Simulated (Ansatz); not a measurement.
## Molecular dynamics, with input and output: Si₁₆O (part 1 of 2)

System: Si₁₆O (defect cell, 17 atoms in the cell).
Method: DFT PBE, scalar-relativistic, plane waves, PAW, PAW set soft_1, spin-polarised (Ansatz 0.2.0).

It belongs to a series of runs on one base structure; here: dynamics from the last frame of the run before. Figures and captions count atoms from 1; the log counts them from 0 in places.

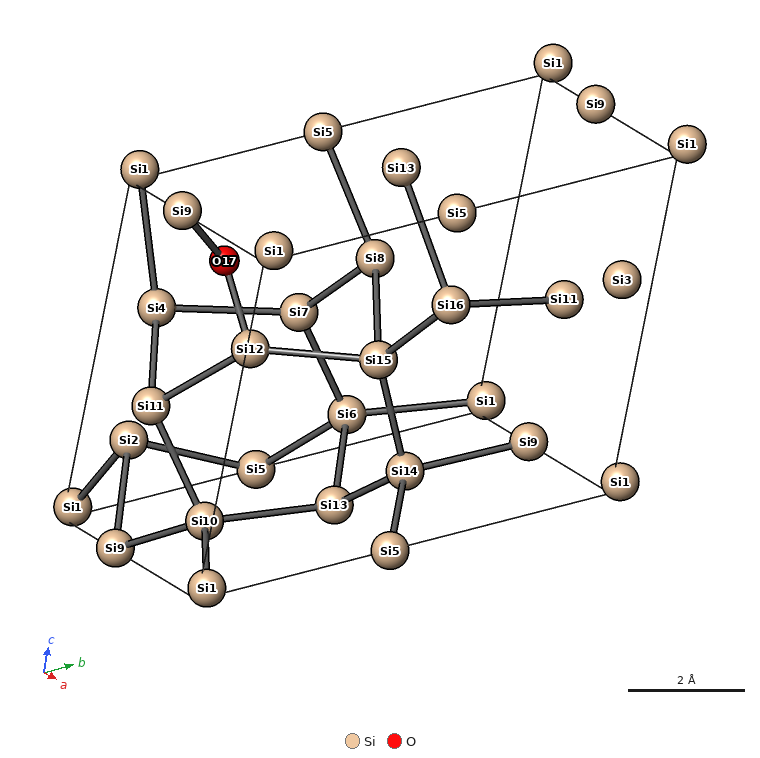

Figure 1. The input geometry (ball-and-stick view of the cell of the calculation, seen slightly off an axis; atoms are numbered from 1 in the order of the input). An atom can appear more than once, as a periodic image.

## Input
```yaml
crystal:
  lattice:
    - [0.0, 5.43, 5.43]
    - [5.43, 0.0, 5.43]
    - [5.43, 5.43, 0.0]
  atoms:
    - { symbol: Si, position: [0.00030961, 0.0192675, 0.0283836] }
    - { symbol: Si, position: [0.09045237, 0.09377024, 0.225035] }
    - { symbol: Si, position: [-0.09167067, -0.04288284, 0.62467746] }
    - { symbol: Si, position: [0.14382874, 0.07741492, 0.63524125] }
    - { symbol: Si, position: [0.0077473, 0.46442037, 0.0013319] }
    - { symbol: Si, position: [0.08898408, 0.63747451, 0.12889588] }
    - { symbol: Si, position: [0.0640807, 0.47300832, 0.47726897] }
    - { symbol: Si, position: [0.16117002, 0.60273326, 0.61947467] }
    - { symbol: Si, position: [0.47006553, -0.03118667, 0.03543177] }
    - { symbol: Si, position: [0.62609124, 0.12297609, 0.1043987] }
    - { symbol: Si, position: [0.4957133, -0.02253118, 0.46027532] }
    - { symbol: Si, position: [0.53082228, 0.18862658, 0.57127975] }
    - { symbol: Si, position: [0.47422328, 0.50347938, -0.00438798] }
    - { symbol: Si, position: [0.63236701, 0.60628437, 0.10157478] }
    - { symbol: Si, position: [0.56597554, 0.50761521, 0.44668003] }
    - { symbol: Si, position: [0.66936098, 0.6250771, 0.5973717] }
    - { symbol: O, position: [0.38842064, 1.13252008, 0.81584758], spin: 1.0 }
magnetization:
  spin_polarized: true
basis:
  ecutwfc: 420.0
kpoints:
  mp_grid: { grid: [2, 2, 2] }
hamiltonian:
  xc: pbe
  pseudopotentials: { kind: paw, azcp: { folder: soft_1 } }
scf:
  occupations: { method: fermi_dirac, width: 0.02 }
  lower_state_search: "off"
md:
  timestep: 1
  n_steps: 70
  ensemble: nvt_langevin
  temperature: 2100.0
  initial_velocities: maxwell_boltzmann
  seed: 332378
  friction: 0.02
```

Command:
```bash
ansatz run input.yaml --threads 1 --pin off --max-ram 3072MiB --backend cpu --events-out ev --progress --plain --runs-dir out
```

## The program's output
```
Warning: md: disabling space-group detection — thermal motion breaks the input geometry's symmetry, so no spatial operation reduces the k-mesh or symmetrises the density; time reversal is kept, so that k and −k are solved as one point where they differ and the mesh holds both, and exact exchange and, on two spinor components, a DFT+U term hold to it where the run has them: on two components no moment then forms, and a state that bears one, which a typed moment (crystal.atoms[].spin; refused beside efield: under a hybrid functional) reaches, can lie lower, under hf by electronvolts; crystal.symmetry.detect: false (a key that needs symmetry detection or time reversal refuses this as the deck is read) with time_reversal: false beside it drops time reversal too
Engine: ansatz 0.2.0, x86_64-unknown-linux-gnu
Pseudopotentials: kind: paw
Pseudopotential: Si, paw, valence charge 4, recommended cutoff 420 eV (normal), [file]
Pseudopotential: O, paw, valence charge 6, recommended cutoff 420 eV (normal), [file]
Functional definition: PBE
  parameter kappa = 0.804
  parameter beta = 0.06672455060314922
  exchange = pbe_x(kappa = kappa, mu = beta*pi^2/3)
  correlation = pbe_c(beta = beta)
Crystal: 17 atoms, lattice volume = 320.206 Å³
Basis set: ecut = 420 eV, 6231 PW (Γ), exchange–correlation on 108×108×108 points (8 copies of the dense FFT grid, shifted against one another)
Bands: 53, of which v1, the nominal top of the filled ones, is band 35 counted from 1 (34 counted from 0)
Symmetry: 1 space group operations
k-points: 8
Non-local potential: Si, projectors of the file, l = 0: 2, l = 1: 2, l = 2: 1
Non-local potential: O, projectors of the file, l = 0: 2, l = 1: 2, l = 2: 1
PAW form: soft (Blöchl's): semilocal exchange-correlation on the pseudo side does not see the compensation charge
PAW one-centre angular grid: Si, 110 points (default); XC on 64 Gauss nodes
PAW one-centre angular grid: O, 110 points (default); XC on 64 Gauss nodes
Initial density: superposition of atomic densities (chi_scale 0.1, normalization cell, long waves kept (reshape's long-wave potential 0.45 eV rms))
Starting moments: Σ|m| = 1 μB on 1 of 17 sites
Initial wavefunctions: pseudopotential atomic-orbital guess
Functional: x = pbe(κ = 0.804, μ = 0.2195149727645171), c = pbe(β = 0.06672455060314922)
SCF iter   1: F=—  HF=-10740.482162 eV  |F-HF|=—  |Δ(HF+E_count)|=         —  Δρ=3.92e-2 (↑3.92e-2 ↓2.63e-2)  dr2=2.31e1  dr2_m=3.45e-1  M=0.264 μB ∫|m|=0.541 μB  β_m=0.30  ethr=3.10e-3  ⟨swp⟩=8.9  Hψ=4873  notcnv=0  defer=43
preconditioner: auto → Resta (q_TF=auto, 2.118 Å⁻¹)  ε∞=5.6  [insulator: Δε(μ)=0.064 eV  Ē_g=8.039 eV  σ=0.020 eV  W_gap=0.67  n_scr=58 (ndim 8)  ℏωp=17.2 eV  f_vac=0.000  D(μ)=2.98/eV (n_scr^D=14)  ε∞_Penn≈5.6]
spin=Collinear: Resta preconditioning applied to the charge; magnetization (m = ρ↑ − ρ↓) channel mixes plain (no charge-response kernel on spin).
SCF iter   2: F=—  HF=-10737.580914 eV  |F-HF|=—  |Δ(HF+E_count)|=    2.90e0  Δρ=2.34e-2 (↑2.07e-2 ↓2.34e-2)  dr2=6.10e0  dr2_m=3.85e-1  M=0.000 μB ∫|m|=0.252 μB  β_m=0.30  ethr=3.10e-3  ⟨swp⟩=3.3  Hψ=1809  notcnv=0  defer=165
SCF iter   3: F=—  HF=-10736.605299 eV  |F-HF|=—  |Δ(HF+E_count)|=   9.76e-1  Δρ=1.49e-2 (↑1.39e-2 ↓1.49e-2)  dr2=2.12e0  dr2_m=2.30e-1  M=0.000 μB ∫|m|=0.191 μB  β_m=0.30  ethr=3.10e-3  ⟨swp⟩=3.4  Hψ=1437  notcnv=0  defer=163
SCF iter   4: F=—  HF=-10736.166008 eV  |F-HF|=—  |Δ(HF+E_count)|=   4.39e-1  Δρ=7.63e-3 (↑7.63e-3 ↓7.06e-3)  dr2=1.56e-1  dr2_m=1.37e-1  M=0.000 μB ∫|m|=0.142 μB  β_m=0.30  ethr=3.03e-3  ⟨swp⟩=3.6  Hψ=1516  notcnv=0  defer=162
SCF iter   5: F=—  HF=-10736.180037 eV  |F-HF|=—  |Δ(HF+E_count)|=   1.40e-2  Δρ=5.69e-3 (↑4.82e-3 ↓5.69e-3)  dr2=1.35e-2  dr2_m=7.88e-2  M=0.000 μB ∫|m|=0.109 μB  β_m=0.30  ethr=2.22e-4  ⟨swp⟩=3.1  Hψ=1489  notcnv=0  defer=162
SCF iter   6: F=—  HF=-10736.198171 eV  |F-HF|=—  |Δ(HF+E_count)|=   1.81e-2  Δρ=4.12e-3 (↑3.84e-3 ↓4.12e-3)  dr2=5.38e-3  dr2_m=4.53e-2  M=0.000 μB ∫|m|=0.086 μB  β_m=0.30  ethr=1.93e-5  ⟨swp⟩=2.0  Hψ=1192  notcnv=0  defer=162
SCF iter   7: F=—  HF=-10736.209996 eV  |F-HF|=—  |Δ(HF+E_count)|=   1.18e-2  Δρ=3.18e-3 (↑3.18e-3 ↓2.81e-3)  dr2=8.03e-4  dr2_m=2.62e-2  M=0.000 μB ∫|m|=0.068 μB  β_m=0.30  ethr=7.69e-6  ⟨swp⟩=2.1  Hψ=1290  notcnv=0  defer=162
Mixer restart at iter 7: flushing history
spin-set hold released at iteration 7 (site moments contracting): the magnetisation degrees of freedom join the quasi-Newton model from the next iteration; the mixer history was flushed
SCF iter   8: F=—  HF=-10736.214648 eV  |F-HF|=—  |Δ(HF+E_count)|=   4.65e-3  Δρ=2.32e-3 (↑2.32e-3 ↓2.24e-3)  dr2=2.44e-4  dr2_m=1.53e-2  M=-0.000 μB ∫|m|=0.054 μB  β_m=0.65  ethr=1.15e-6  ⟨swp⟩=2.0  Hψ=1106  notcnv=0  defer=162
SCF iter   9: F=—  HF=-10736.221409 eV  |F-HF|=—  |Δ(HF+E_count)|=   6.76e-3  Δρ=4.12e-4 (↑4.12e-4 ↓1.52e-4)  dr2=7.42e-4  dr2_m=6.21e-5  M=-0.000 μB ∫|m|=0.008 μB  β_m=0.55  ethr=3.48e-7  ⟨swp⟩=3.1  Hψ=1869  notcnv=0  defer=162
SCF iter  10: F=—  HF=-10736.221274 eV  |F-HF|=—  |Δ(HF+E_count)|=   1.35e-4  Δρ=7.80e-5 (↑7.80e-5 ↓7.71e-5)  dr2=5.41e-6  dr2_m=1.70e-5  M=-0.000 μB ∫|m|=0.005 μB  β_m=0.77  ethr=3.48e-7  ⟨swp⟩=2.3  Hψ=1246  notcnv=0  defer=162
SCF iter  11: F=—  HF=-10736.221278 eV  |F-HF|=—  |Δ(HF+E_count)|=   4.27e-6  Δρ=2.51e-5 (↑2.51e-5 ↓2.16e-5)  dr2=9.61e-7  dr2_m=1.48e-6  M=-0.000 μB ∫|m|=0.002 μB  β_m=0.89  ethr=7.72e-9  ⟨swp⟩=2.2  Hψ=1338  notcnv=0  defer=162
iter 12 did not close the SCF: its close was put off for a magnetic moment that had not settled (scf_convergence_deferred on its scf_iter line)
SCF iter  12: F=-10736.221282 eV  HF=-10736.221282 eV  |F-HF|=7.57e-8  |Δ(HF+E_count)|=   3.75e-6  Δρ=2.13e-6 (↑2.13e-6 ↓2.05e-6)  dr2=8.40e-8  dr2_m=3.70e-9  M=-0.000 μB ∫|m|=0.000 μB  β_m=0.94  ethr=1.43e-10  ⟨swp⟩=3.6  Hψ=3342  notcnv=0
iter 13 did not close the SCF: its close was put off for a magnetic moment that had not settled (scf_convergence_deferred on its scf_iter line)
SCF iter  13: F=-10736.221282 eV  HF=-10736.221282 eV  |F-HF|=4.15e-9  |Δ(HF+E_count)|=   9.69e-8  Δρ=8.78e-7 (↑6.97e-7 ↓8.78e-7)  dr2=1.31e-8  dr2_m=6.06e-10  M=-0.000 μB ∫|m|=0.000 μB  β_m=0.97  ethr=1.20e-10  ⟨swp⟩=2.0  Hψ=2664  notcnv=0
SCF iter  14: F=-10736.221282 eV  HF=-10736.221282 eV  |F-HF|=1.49e-10  |Δ(HF+E_count)|=   9.98e-9  Δρ=1.64e-7 (↑1.64e-7 ↓1.42e-7)  dr2=5.13e-10  dr2_m=2.87e-11  M=-0.000 μB ∫|m|=0.000 μB  ethr=1.87e-11  ⟨swp⟩=1.0  Hψ=2149  notcnv=0
WARN: the starting moments were not kept: the SCF closed with an absolute magnetisation of 1.0e-5 μB, where they sum to 1 μB in size (1 site). That is at most 0.1 of that sum. Measured as dr2_m measures the in/out step, that magnetisation stands 7.1e-12 eV from none, at or under the dr2_threshold of 1.0e-7 eV: it is no larger than a step whose dr2_m would equal this threshold. The system may hold no moment; this SCF shows only that its start led to no more than that. To try another start: raise the starting moments (crystal.atoms[].spin, magnetization.per_species, magnetization.initial_magnetization, or on a non-collinear deck that types none of these the spinor_matrix: blocks that start its atoms; where the total moment is fixed, keep their sum and leave initial_magnetization as it is; typed ones take the place of any that the run laid by itself, positive ones on a crystal's lanthanoids without a Hubbard term where scf.initial_density.shell_occupations: [] is typed) or, if the notice of its spin-set hold's release reads "site moments contracting" or "site moments show no strong build", lengthen the hold (scf.mixing.spin_hold: { on: { confirm: 4 } }; for m-r²SCAN on two components see the key's manual first). Each may lead to a state that holds a moment. A second SCF, from the converged charge density, with the starting moments and any scf.initial_density.shell_occupations laid on it anew, would have followed, and was not run: the deck does not ask for one (magnetization.retry_lost_moments is false, the default). To let it run, set magnetization.retry_lost_moments: true and run the deck again, where that key's refused combinations let it; where memory then withholds it, that run's warning says so.
SCF 1 converged in 14 iterations: F = -10736.221282 eV  dr2 = 5.13e-10
  greatest PAW one-centre occupation: 0.870 electrons in one spin orbital (limit 2), on the O atom at site 16 (counted from 0), in its partial waves of l = 0
md step     0: t =     0.00 fs  T =  1976.5 K  F+E_penalty+E_count = -10736.22128165 eV  E_kin = 4.343136 eV  (14 SCF iters)
Initial density: handed on by an earlier stage of this run
Starting moments: Σ|m| = 1 μB on 1 of 17 sites; this step starts from the density that it was given
Initial wavefunctions: those handed on with the density
iter 1 solved again at ethr=8.06e-6 eV; its pass at ethr=3.10e-3 eV (dr2=5.64e-3 eV) is discarded
SCF iter   1: F=—  HF=-10736.178263 eV  |F-HF|=—  |Δ(HF+E_count)|=         —  Δρ=9.11e-4 (↑9.04e-4 ↓9.11e-4)  dr2=7.07e-3  dr2_m=9.34e-4  M=0.000 μB ∫|m|=0.005 μB  β_m=0.30  ethr=8.06e-6  ⟨swp⟩=5.6  Hψ=4859  notcnv=0
preconditioner: auto → Resta (q_TF=auto, 2.118 Å⁻¹)  ε∞=5.6  [insulator: Δε(μ)=0.272 eV  Ē_g=7.975 eV  σ=0.020 eV  W_gap=1.00  n_scr=58 (ndim 8)  ℏωp=17.1 eV  f_vac=0.000  D(μ)=0.03/eV (n_scr^D=0)  ε∞_Penn≈5.6]
spin=Collinear: Resta preconditioning applied to the charge; magnetization (m = ρ↑ − ρ↓) channel mixes plain (no charge-response kernel on spin).
SCF iter   2: F=—  HF=-10736.177564 eV  |F-HF|=—  |Δ(HF+E_count)|=   6.99e-4  Δρ=6.29e-4 (↑6.29e-4 ↓6.29e-4)  dr2=2.92e-3  dr2_m=5.10e-4  M=0.000 μB ∫|m|=0.004 μB  β_m=0.58  ethr=8.06e-6  ⟨swp⟩=1.0  Hψ=848  notcnv=0
SCF iter   3: F=—  HF=-10736.177376 eV  |F-HF|=—  |Δ(HF+E_count)|=   1.88e-4  Δρ=1.76e-4 (↑1.76e-4 ↓1.75e-4)  dr2=2.14e-4  dr2_m=2.38e-5  M=0.000 μB ∫|m|=0.001 μB  β_m=0.55  ethr=4.18e-6  ⟨swp⟩=2.6  Hψ=1268  notcnv=0
SCF iter   4: F=—  HF=-10736.177359 eV  |F-HF|=—  |Δ(HF+E_count)|=   1.66e-5  Δρ=4.64e-5 (↑4.64e-5 ↓4.56e-5)  dr2=1.95e-5  dr2_m=2.33e-6  M=-0.000 μB ∫|m|=0.000 μB  β_m=0.71  ethr=3.06e-7  ⟨swp⟩=2.0  Hψ=1346  notcnv=0
SCF iter   5: F=—  HF=-10736.177327 eV  |F-HF|=—  |Δ(HF+E_count)|=   3.20e-5  Δρ=8.71e-6 (↑8.71e-6 ↓8.36e-6)  dr2=8.85e-7  dr2_m=4.02e-8  M=-0.000 μB ∫|m|=0.000 μB  β_m=0.79  ethr=2.78e-8  ⟨swp⟩=2.6  Hψ=1366  notcnv=0
[...]
the starting moments were not kept: the SCF closed with an absolute magnetisation of 3.3e-6 μB, where they sum to 1 μB in size (1 site). That is at most 0.1 of that sum. Measured as dr2_m measures the in/out step, that magnetisation stands 8.5e-13 eV from none, at or under the dr2_threshold of 1.0e-7 eV: it is no larger than a step whose dr2_m would equal this threshold.
  greatest PAW one-centre occupation: 0.871 electrons in one spin orbital (limit 2), on the O atom at site 16 (counted from 0), in its partial waves of l = 0
md step     1: t =     1.00 fs  T =  1753.8 K  F+E_penalty+E_count = -10736.17732762 eV  E_kin = 3.853726 eV  (7 SCF iters)
[... from here on the SCF iterations and repeated set-up lines of each step are left out, up to the last step ...]
md step     2: t =     2.00 fs  T =  1808.8 K  F+E_penalty+E_count = -10736.11413558 eV  E_kin = 3.974715 eV  (7 SCF iters)
md step     3: t =     3.00 fs  T =  1627.5 K  F+E_penalty+E_count = -10736.05094195 eV  E_kin = 3.576392 eV  (7 SCF iters)
md step     4: t =     4.00 fs  T =  1612.3 K  F+E_penalty+E_count = -10735.97915162 eV  E_kin = 3.542989 eV  (7 SCF iters)
md step     5: t =     5.00 fs  T =  1808.5 K  F+E_penalty+E_count = -10735.88946486 eV  E_kin = 3.974128 eV  (7 SCF iters)
md step     6: t =     6.00 fs  T =  1940.3 K  F+E_penalty+E_count = -10735.77144885 eV  E_kin = 4.263635 eV  (7 SCF iters)
md step     7: t =     7.00 fs  T =  1878.1 K  F+E_penalty+E_count = -10735.62796674 eV  E_kin = 4.126886 eV  (8 SCF iters)
md step     8: t =     8.00 fs  T =  1845.2 K  F+E_penalty+E_count = -10735.46512511 eV  E_kin = 4.054765 eV  (7 SCF iters)
md step     9: t =     9.00 fs  T =  1803.1 K  F+E_penalty+E_count = -10735.27767634 eV  E_kin = 3.962209 eV  (8 SCF iters)
md step    10: t =    10.00 fs  T =  1740.8 K  F+E_penalty+E_count = -10735.07031497 eV  E_kin = 3.825288 eV  (8 SCF iters)
md step    11: t =    11.00 fs  T =  1732.7 K  F+E_penalty+E_count = -10734.86064315 eV  E_kin = 3.807574 eV  (8 SCF iters)
md step    12: t =    12.00 fs  T =  1644.8 K  F+E_penalty+E_count = -10734.66467962 eV  E_kin = 3.614233 eV  (8 SCF iters)
md step    13: t =    13.00 fs  T =  1696.8 K  F+E_penalty+E_count = -10734.49790779 eV  E_kin = 3.728609 eV  (7 SCF iters)
md step    14: t =    14.00 fs  T =  1498.8 K  F+E_penalty+E_count = -10734.36247094 eV  E_kin = 3.293476 eV  (7 SCF iters)
md step    15: t =    15.00 fs  T =  1547.0 K  F+E_penalty+E_count = -10734.26475480 eV  E_kin = 3.399448 eV  (7 SCF iters)
md step    16: t =    16.00 fs  T =  1466.7 K  F+E_penalty+E_count = -10734.20783371 eV  E_kin = 3.222925 eV  (7 SCF iters)
md step    17: t =    17.00 fs  T =  1641.9 K  F+E_penalty+E_count = -10734.17040051 eV  E_kin = 3.607968 eV  (7 SCF iters)
md step    18: t =    18.00 fs  T =  1561.4 K  F+E_penalty+E_count = -10734.15110506 eV  E_kin = 3.431023 eV  (7 SCF iters)
md step    19: t =    19.00 fs  T =  1588.0 K  F+E_penalty+E_count = -10734.15958846 eV  E_kin = 3.489548 eV  (7 SCF iters)
md step    20: t =    20.00 fs  T =  1628.3 K  F+E_penalty+E_count = -10734.18795993 eV  E_kin = 3.578084 eV  (7 SCF iters)
md step    21: t =    21.00 fs  T =  1624.4 K  F+E_penalty+E_count = -10734.24005640 eV  E_kin = 3.569570 eV  (7 SCF iters)
md step    22: t =    22.00 fs  T =  1767.3 K  F+E_penalty+E_count = -10734.32354390 eV  E_kin = 3.883453 eV  (7 SCF iters)
md step    23: t =    23.00 fs  T =  1695.2 K  F+E_penalty+E_count = -10734.41224930 eV  E_kin = 3.725163 eV  (7 SCF iters)
md step    24: t =    24.00 fs  T =  1744.1 K  F+E_penalty+E_count = -10734.49333099 eV  E_kin = 3.832451 eV  (7 SCF iters)
md step    25: t =    25.00 fs  T =  1801.9 K  F+E_penalty+E_count = -10734.57502094 eV  E_kin = 3.959445 eV  (8 SCF iters)
md step    26: t =    26.00 fs  T =  1775.4 K  F+E_penalty+E_count = -10734.64899803 eV  E_kin = 3.901201 eV  (8 SCF iters)
md step    27: t =    27.00 fs  T =  1977.5 K  F+E_penalty+E_count = -10734.72157175 eV  E_kin = 4.345391 eV  (7 SCF iters)
md step    28: t =    28.00 fs  T =  1981.2 K  F+E_penalty+E_count = -10734.78369164 eV  E_kin = 4.353520 eV  (8 SCF iters)
md step    29: t =    29.00 fs  T =  1968.6 K  F+E_penalty+E_count = -10734.82455017 eV  E_kin = 4.325903 eV  (8 SCF iters)
md step    30: t =    30.00 fs  T =  1951.6 K  F+E_penalty+E_count = -10734.85858896 eV  E_kin = 4.288402 eV  (8 SCF iters)
md step    31: t =    31.00 fs  T =  1879.7 K  F+E_penalty+E_count = -10734.88005335 eV  E_kin = 4.130421 eV  (7 SCF iters)
```
